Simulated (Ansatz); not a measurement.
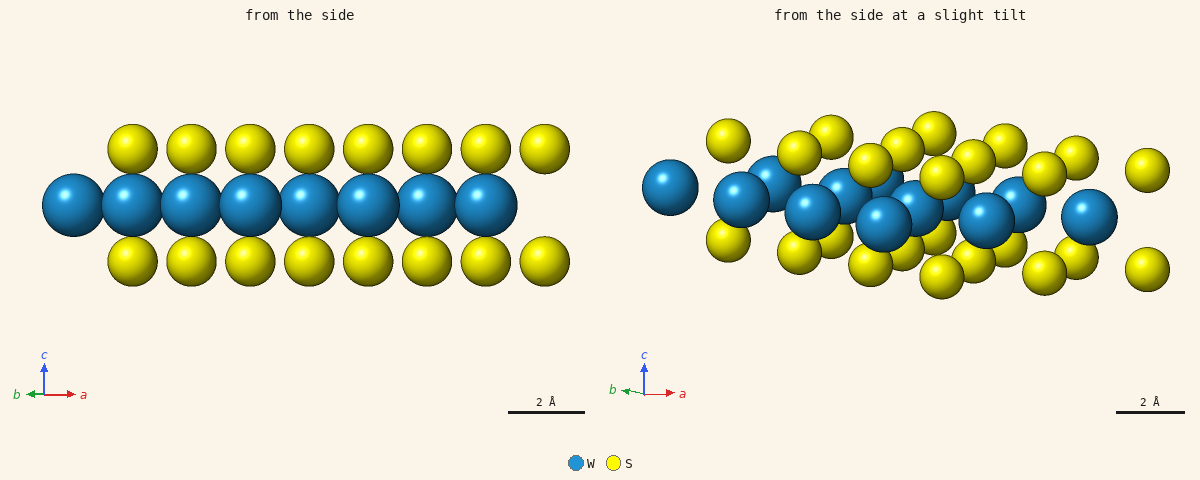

A spheres-only picture of a periodic sheet, seen from the side and from the side at a slight tilt. The surface normal points up in side views; the vacuum is left out. 3×4 cells are drawn in the plane, with atoms at the edges repeated.

The cell holds 1 W, 2 S.

### Are the two faces alike, and what ends them?

The top face ends in S, the bottom face in S. The two faces are alike.

### What is its extent along the surface normal?

About 3.0 Å from the lowest to the highest atom.

### What is the stacking of atomic planes, top to bottom?

Three planes: S / W / S.

The model was built from a structure listed in the Materials Project. The cell was then strained or its atoms displaced on purpose. It went into a calculation with Ansatz.

At this level of theory the run's own cell isn't at rest (compressed, at 5 GPa and forces up to 2.3 eV/Å), so its distances can differ from those at equilibrium, the more so the softer the solid.
